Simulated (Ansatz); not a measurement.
# Pt12S23: geometry relaxation (part 3 of 3)

Continued. System: Pt12S23 (defect cell, 35 atoms in the cell). Method: DFT PBE+D3(BJ), scalar-relativistic, plane waves, PAW, no spin polarisation (Ansatz 0.2.0); cutoff 420 eV, 3×3×3 k-mesh, Gaussian smearing of 0.1 eV. The structure derives from an entry of the Crystallography Open Database. It belongs to a series of runs on one base structure; here: S vacancy, atoms relaxed.

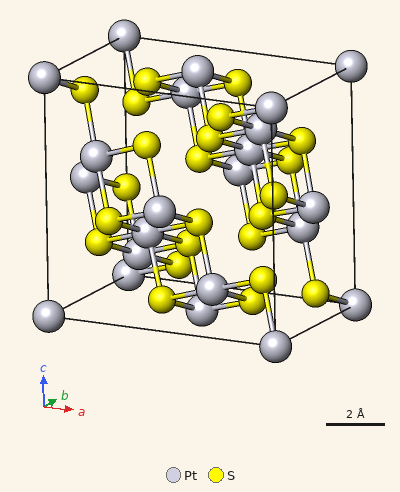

Figure 1. The geometry at step 3 of the log (ball-and-stick view of the cell of the calculation, seen slightly off an axis).

## Output, continued
```
--- Relaxed structure (5 steps of the walk, 5 accepted, 0 SCFs on fresh bases) ---
  F+E_penalty+E_count = -171049.41319238 eV   max|allowed force component| = 1.373e-2 eV/Å
  atoms:
    - { symbol: Pt, position: [0.16406249416505062, 0.1690431409125418, 0.6614463776673318] }
    - { symbol: Pt, position: [1.0023764742458752, 0.4947797110006652, 0.49739582749838407] }
    - { symbol: Pt, position: [0.3326730852651843, 0.8346348816862245, 0.8343568874242301] }
    - { symbol: Pt, position: [0.49876474341723853, 1.0005837302305174, 0.50119217013852] }
    - { symbol: Pt, position: [0.8339170635638506, 0.33452550347185334, 0.8320980767505719] }
    - { symbol: Pt, position: [1.0005880514302437, 0.00017160636860613643, 0.999052017338467] }
    - { symbol: Pt, position: [0.3281130443339983, 0.3307291608317172, 0.33570980757920843] }
    - { symbol: Pt, position: [0.6679682150195577, 0.6676902207575635, 0.6660064185985177] }
    - { symbol: Pt, position: [0.16785883680518685, 0.6654314100839054, 0.16725039689718396] }
    - { symbol: Pt, position: [0.6657186840051335, 0.16725471809691, 0.16683827303527266] }
    - { symbol: Pt, position: [0.5010235540908966, 0.49933975193185093, 0.001301548352890869] }
    - { symbol: Pt, position: [0.8335049397019396, 0.8323853506718004, 0.3339213847635767] }
    - { symbol: S, position: [0.08780179139433425, 0.7478522723059047, 0.4200634867835138] }
    - { symbol: S, position: [0.4156288083617571, 0.09069417520164147, 0.7538995734825155] }
    - { symbol: S, position: [0.5811856056392379, 0.253396820116847, 0.4211351247276678] }
    - { symbol: S, position: [0.924027508534975, 0.5872329068158489, 0.7489621416950903] }
    - { symbol: S, position: [0.08673015345018026, 0.25446845806100105, 0.9145189389725713] }
    - { symbol: S, position: [0.42056624014918215, 0.5822954750284238, 0.2573608418683081] }
    - { symbol: S, position: [0.7527627388412887, 0.9203874229890179, 0.5865711214282883] }
    - { symbol: S, position: [0.2532377880949549, 0.9194294055079555, 0.08705408965568451] }
    - { symbol: S, position: [0.7537207563223512, 0.41990445476162164, 0.08609607217462212] }
    - { symbol: S, position: [0.5866724605448966, 0.7533391272115633, 0.9200057938782299] }
    - { symbol: S, position: [0.9192804405722583, 0.08594710723892485, 0.2526137739055915] }
    - { symbol: S, position: [0.579732897831663, 0.4155318398252171, 0.7462651441685189] }
    - { symbol: S, position: [0.4129318108351854, 0.7463995644983298, 0.5821985064918839] }
    - { symbol: S, position: [0.7476648700164505, 0.08173612266959618, 0.9133751413121722] }
    - { symbol: S, position: [0.91700945088379, 0.24918285682148078, 0.5787086421031069] }
    - { symbol: S, position: [0.24886517315855045, 0.5795984775018521, 0.9130662311649964] }
    - { symbol: S, position: [0.41520311430035917, 0.24677321824269724, 0.07771597624204435] }
    - { symbol: S, position: [0.7443826429087113, 0.581869780967026, 0.413439884909364] }
    - { symbol: S, position: [0.08010655157603053, 0.9110493095753778, 0.7485364476336925] }
    - { symbol: S, position: [0.5800418079788385, 0.9143315366831171, 0.2484027893362627] }
    - { symbol: S, position: [0.08251619015481407, 0.4120419754364401, 0.2503427842171234] }
    - { symbol: S, position: [0.9150694560029295, 0.7467084746455054, 0.08099820334978347] }
    - { symbol: S, position: [0.2453753087697735, 0.08367611755045673, 0.4158495234881475] }
```

## Trajectory as extended XYZ (Å, eV, eV/Å), 5 frames, from step=1 to step=5
```
35
Lattice="7.1666 0.0000 4.6623 -3.5833 6.2065 4.6623 -3.5833 -6.2065 4.6623" Properties=species:S:1:pos:R:3:forces:R:3 step=1 energy=-171049.25313
Pt   -1.7917   -3.1032    4.6623   -0.0104   0.6403  -0.3814
Pt    3.5833    0.0000    9.3245    0.5597  -0.3112  -0.3814
Pt   -3.5833    0.0000    9.3245   -0.1761   0.0545  -0.0326
Pt   -1.7917    3.1032    9.3245    0.0950   0.0266   0.0320
Pt    1.7917   -3.1032    9.3245   -0.0244  -0.0956   0.0320
Pt    3.5833   -6.2065    9.3245    0.1115   0.0334  -0.0895
Pt    0.0000    0.0000    4.6623   -0.5493  -0.3291  -0.3814
Pt    0.0000    0.0000    9.3245    0.1352   0.1252  -0.0326
Pt   -1.7917    3.1032    4.6623   -0.0706   0.0690   0.0320
Pt    3.5833    0.0000    4.6623   -0.0847   0.0798  -0.0895
Pt    1.7917    3.1032    4.6623    0.0408  -0.1797  -0.0326
Pt    1.7917    3.1032    9.3245   -0.0268  -0.1132  -0.0895
S    -3.5833    2.0688    5.8686    0.1724  -0.2414  -0.0447
S     0.0000   -4.1376    5.8686   -0.2872   0.1186   0.1112
S     1.7917   -1.0344    5.8686   -0.2953  -0.0286  -0.0447
S     1.7917   -1.0344   10.5309    0.2463   0.1894   0.1112
S    -3.5833   -4.1376    5.8686    0.1228   0.2700  -0.0447
S     0.0000    2.0688    5.8686    0.0409  -0.3080   0.1112
S     0.0000    2.0688   10.5309   -0.0204  -0.0376   0.0238
S    -1.7917    5.1721    5.8686    0.0428   0.0011   0.0238
S     3.5833    2.0688    5.8686   -0.0224   0.0365   0.0238
S    -1.7917   -1.0344   10.5309    0.0000   0.0000  -0.0193
S     5.3750   -1.0344    5.8686    0.0000   0.0000   0.0237
S     0.0000   -2.0688    8.1182   -0.0998   0.0799  -0.1139
S    -1.7917    1.0344    8.1182   -0.0193  -0.1263  -0.1139
S     1.7917   -5.1721    8.1182    0.0188   0.0159  -0.0043
S     3.5833   -2.0688    8.1182    0.3694   0.2094   0.5175
S    -3.5833   -2.0688    8.1182    0.1191   0.0465  -0.1139
S     1.7917    1.0344    3.4559    0.2625   0.1735  -0.0197
S     1.7917    1.0344    8.1182   -0.2815   0.1405  -0.0197
S    -5.3750    1.0344    8.1182    0.0190  -0.3141  -0.0197
S     0.0000    4.1376    8.1182   -0.0232   0.0083  -0.0043
S    -1.7917    1.0344    3.4559   -0.0034  -0.4246   0.5175
S     3.5833    4.1376    8.1182    0.0044  -0.0242  -0.0043
S     0.0000   -2.0688    3.4559   -0.3660   0.2152   0.5175
35
Lattice="7.1666 0.0000 4.6623 -3.5833 6.2065 4.6623 -3.5833 -6.2065 4.6623" Properties=species:S:1:pos:R:3:forces:R:3 step=2 energy=-171049.38346
Pt   -1.8006   -3.0476    4.6331   -0.0529   0.1185   0.0069
Pt    3.6359   -0.0201    9.2953    0.1291  -0.0134   0.0069
Pt   -3.5981    0.0147    9.3297    0.0171  -0.0951  -0.0546
Pt   -1.8104    3.0798    9.3290    0.1012   0.2196   0.0020
Pt    1.7808   -3.0753    9.3290    0.1396  -0.1975   0.0020
Pt    3.5915   -6.1847    9.3311   -0.0508  -0.0742  -0.0514
Pt   -0.0437   -0.0356    4.6331   -0.0761  -0.1051   0.0069
Pt    0.0201    0.0055    9.3297   -0.0909   0.0327  -0.0546
Pt   -1.7620    3.0987    4.6667   -0.2408  -0.0222   0.0020
Pt    3.5603   -0.0038    4.6688    0.0897  -0.0069  -0.0514
Pt    1.7864    3.0831    4.6674    0.0738   0.0624  -0.0546
Pt    1.8064    3.0852    9.3311   -0.0389   0.0811  -0.0514
S    -3.5423    2.0266    5.8507    0.0587   0.0714   0.0682
S    -0.0623   -4.1105    5.8768    0.1115  -0.0301   0.0194
S     1.7346   -1.0488    5.8507    0.0324  -0.0865   0.0682
S     1.8463   -0.9941   10.5391   -0.0818  -0.0816   0.0194
S    -3.5672   -4.0811    5.8507   -0.0912   0.0152   0.0682
S     0.0076    2.0013    5.8768   -0.0297   0.1116   0.0194
S    -0.0017    2.0681   10.5380    0.0191  -0.0686  -0.0158
S    -1.7901    5.1710    5.8758    0.0499   0.0508  -0.0158
S     3.5835    2.0707    5.8758   -0.0689   0.0178  -0.0158
S    -1.7917   -1.0344   10.5130    0.0000   0.0000   0.1724
S     5.3750   -1.0344    5.8572    0.0000   0.0000   0.1122
S    -0.0250   -2.0559    8.1106    0.0736   0.0148   0.0561
S    -1.7903    1.0063    8.1106   -0.0496   0.0563   0.0561
S     1.7796   -5.1584    8.1395    0.0134   0.0148  -0.0507
S     3.5928   -2.0518    8.1306    0.0488   0.0816  -0.0561
S    -3.5597   -2.0536    8.1106   -0.0240  -0.0711   0.0561
S     1.7840    1.0295    3.4552    0.1687   0.1088  -0.0188
S     1.7997    1.0303    8.1175   -0.1785   0.0917  -0.0188
S    -5.3754    1.0435    8.1175    0.0099  -0.2004  -0.0188
S    -0.0058    4.1204    8.1395   -0.0196   0.0042  -0.0507
S    -1.7817    1.0177    3.4684    0.0463  -0.0830  -0.0561
S     3.6011    4.1413    8.1395    0.0061  -0.0191  -0.0507
S    -0.0195   -2.0691    3.4684   -0.0951   0.0014  -0.0561
35
Lattice="7.1666 0.0000 4.6623 -3.5833 6.2065 4.6623 -3.5833 -6.2065 4.6623" Properties=species:S:1:pos:R:3:forces:R:3 step=3 energy=-171049.41065
Pt   -1.8016   -3.0513    4.6316    0.0238   0.0237   0.0254
Pt    3.6333   -0.0174    9.2939    0.0086  -0.0324   0.0254
Pt   -3.5948    0.0038    9.3327   -0.0381   0.0263  -0.0117
Pt   -1.8048    3.0998    9.3260   -0.0173  -0.0144  -0.0013
Pt    1.7953   -3.0901    9.3260   -0.0038   0.0222  -0.0013
Pt    3.5875   -6.1965    9.3285    0.0480   0.0041  -0.0115
Pt   -0.0400   -0.0346    4.6316   -0.0324   0.0088   0.0254
Pt    0.0091    0.0081    9.3327    0.0418   0.0198  -0.0117
Pt   -1.7821    3.0936    4.6637    0.0211  -0.0078  -0.0013
Pt    3.5726   -0.0013    4.6662   -0.0276   0.0395  -0.0115
Pt    1.7941    3.0913    4.6704   -0.0037  -0.0461  -0.0117
Pt    1.7982    3.0946    9.3285   -0.0204  -0.0436  -0.0115
S    -3.5524    2.0300    5.8564    0.0114   0.0296  -0.0076
S    -0.0497   -4.1112    5.8717    0.0181  -0.0108   0.0185
S     1.7426   -1.0417    5.8564    0.0199  -0.0247  -0.0076
S     1.8394   -1.0046   10.5340   -0.0184  -0.0103   0.0185
S    -3.5651   -4.0915    5.8564   -0.0314  -0.0049  -0.0076
S     0.0019    2.0125    5.8717    0.0003   0.0211   0.0185
S    -0.0046    2.0704   10.5364    0.0101   0.0043   0.0025
S    -1.7907    5.1673    5.8741   -0.0088   0.0066   0.0025
S     3.5870    2.0720    5.8741   -0.0013  -0.0109   0.0025
S    -1.7917   -1.0344   10.5351    0.0000   0.0000  -0.0017
S     5.3750   -1.0344    5.8706    0.0000   0.0000  -0.0176
S    -0.0099   -2.0554    8.1183   -0.0031   0.0057   0.0173
S    -1.7984    1.0192    8.1183   -0.0034  -0.0055   0.0173
S     1.7884   -5.1644    8.1266    0.0118   0.0079   0.0223
S     3.6012   -2.0458    8.1279    0.0096  -0.0079  -0.0073
S    -3.5667   -2.0670    8.1183    0.0065  -0.0002   0.0173
S     1.8039    1.0421    3.4563    0.0683   0.0405  -0.0404
S     1.7789    1.0412    8.1186   -0.0692   0.0388  -0.0404
S    -5.3744    1.0199    8.1186    0.0010  -0.0794  -0.0404
S    -0.0050    4.1309    8.1266   -0.0127   0.0062   0.0223
S    -1.7807    1.0074    3.4657   -0.0116  -0.0044  -0.0073
S     3.5916    4.1367    8.1266    0.0010  -0.0141   0.0223
S    -0.0289   -2.0648    3.4657    0.0020   0.0122  -0.0073
35
Lattice="7.1666 0.0000 4.6623 -3.5833 6.2065 4.6623 -3.5833 -6.2065 4.6623" Properties=species:S:1:pos:R:3:forces:R:3 step=4 energy=-171049.41269
Pt   -1.7999   -3.0539    4.6323   -0.0073  -0.0168   0.0007
Pt    3.6302   -0.0176    9.2945   -0.0109   0.0147   0.0007
Pt   -3.5968    0.0010    9.3342    0.0033  -0.0212   0.0026
Pt   -1.8084    3.0998    9.3265   -0.0124  -0.0065   0.0000
Pt    1.7970   -3.0870    9.3265    0.0006   0.0140   0.0000
Pt    3.5909   -6.2002    9.3264    0.0064  -0.0062  -0.0015
Pt   -0.0387   -0.0318    4.6323    0.0182   0.0021   0.0007
Pt    0.0076    0.0112    9.3342   -0.0200   0.0078   0.0026
Pt   -1.7803    3.0905    4.6642    0.0119  -0.0075   0.0000
Pt    3.5740    0.0034    4.6641    0.0022   0.0087  -0.0015
Pt    1.7975    3.0911    4.6720    0.0168   0.0134   0.0026
Pt    1.7933    3.0935    9.3264   -0.0086  -0.0025  -0.0015
S    -3.5548    2.0327    5.8526    0.0005  -0.0120   0.0081
S    -0.0511   -4.1166    5.8737    0.0095   0.0190   0.0042
S     1.7461   -1.0411    5.8526   -0.0107   0.0056   0.0081
S     1.8354   -1.0007   10.5360    0.0117  -0.0177   0.0042
S    -3.5663   -4.0949    5.8526    0.0102   0.0064   0.0081
S     0.0073    2.0140    5.8737   -0.0212  -0.0013   0.0042
S    -0.0089    2.0734   10.5373    0.0217  -0.0122   0.0026
S    -1.7912    5.1620    5.8751   -0.0003   0.0249   0.0026
S     3.5918    2.0743    5.8751   -0.0214  -0.0127   0.0026
S    -1.7917   -1.0344   10.5441    0.0000   0.0000  -0.0464
S     5.3750   -1.0344    5.8678    0.0000   0.0000   0.0026
S    -0.0083   -2.0503    8.1202   -0.0068  -0.0174   0.0098
S    -1.8035    1.0180    8.1202    0.0185   0.0028   0.0098
S     1.7946   -5.1609    8.1298   -0.0158  -0.0102  -0.0194
S     3.6049   -2.0457    8.1288   -0.0016   0.0019   0.0091
S    -3.5631   -2.0709    8.1202   -0.0117   0.0146   0.0098
S     1.8144    1.0514    3.4487   -0.0009  -0.0107  -0.0015
S     1.7656    1.0456    8.1110    0.0098   0.0046  -0.0015
S    -5.3716    1.0062    8.1110   -0.0088   0.0062  -0.0015
S    -0.0112    4.1346    8.1298    0.0168  -0.0086  -0.0194
S    -1.7824    1.0042    3.4665    0.0025   0.0004   0.0091
S     3.5915    4.1295    8.1298   -0.0010   0.0188  -0.0194
S    -0.0308   -2.0617    3.4665   -0.0009  -0.0023   0.0091
35
Lattice="7.1666 0.0000 4.6623 -3.5833 6.2065 4.6623 -3.5833 -6.2065 4.6623" Properties=species:S:1:pos:R:3:forces:R:3 step=5 energy=-171049.41319
Pt   -1.8001   -3.0561    4.6369    0.0030   0.0101   0.0021
Pt    3.6284   -0.0162    9.2991    0.0073  -0.0077   0.0021
Pt   -3.5964    0.0017    9.3323   -0.0015   0.0020  -0.0009
Pt   -1.8069    3.0995    9.3271    0.0022   0.0020   0.0012
Pt    1.7960   -3.0882    9.3271    0.0006  -0.0029   0.0012
Pt    3.5903   -6.1995    9.3237   -0.0035   0.0012   0.0009
Pt   -0.0366   -0.0309    4.6369   -0.0103  -0.0025   0.0021
Pt    0.0080    0.0104    9.3323    0.0025   0.0003  -0.0009
Pt   -1.7808    3.0919    4.6648   -0.0028   0.0009   0.0012
Pt    3.5738    0.0026    4.6614    0.0007  -0.0036   0.0009
Pt    1.7967    3.0911    4.6700   -0.0010  -0.0023  -0.0009
Pt    1.7942    3.0937    9.3237    0.0028   0.0024   0.0009
S    -3.5558    2.0344    5.8545    0.0029   0.0030   0.0018
S    -0.0478   -4.1162    5.8755   -0.0051  -0.0007  -0.0026
S     1.7481   -1.0411    5.8545    0.0012  -0.0040   0.0018
S     1.8342   -1.0038   10.5378    0.0019   0.0048  -0.0026
S    -3.5673   -4.0966    5.8545   -0.0041   0.0010   0.0018
S     0.0053    2.0167    5.8755    0.0032  -0.0040  -0.0026
S    -0.0051    2.0718   10.5354    0.0003   0.0024   0.0067
S    -1.7917    5.1661    5.8732   -0.0022  -0.0010   0.0067
S     3.5885    2.0718    5.8732    0.0019  -0.0015   0.0067
S    -1.7917   -1.0344   10.5368    0.0000   0.0000   0.0021
S     5.3750   -1.0344    5.8644    0.0000   0.0000   0.0109
S    -0.0084   -2.0527    8.1195   -0.0011  -0.0030   0.0022
S    -1.8015    1.0191    8.1195    0.0032   0.0005   0.0022
S     1.7924   -5.1615    8.1253    0.0020   0.0011   0.0028
S     3.6053   -2.0452    8.1352   -0.0013  -0.0033  -0.0137
S    -3.5652   -2.0697    8.1195   -0.0020   0.0025   0.0022
S     1.8129    1.0492    3.4486    0.0001   0.0035  -0.0047
S     1.7682    1.0454    8.1109   -0.0031  -0.0016  -0.0047
S    -5.3727    1.0086    8.1109    0.0030  -0.0019  -0.0047
S    -0.0095    4.1331    8.1253   -0.0020   0.0012   0.0028
S    -1.7822    1.0036    3.4729   -0.0022   0.0028  -0.0137
S     3.5920    4.1317    8.1253    0.0000  -0.0023   0.0028
S    -0.0314   -2.0616    3.4729    0.0035   0.0006  -0.0137
```
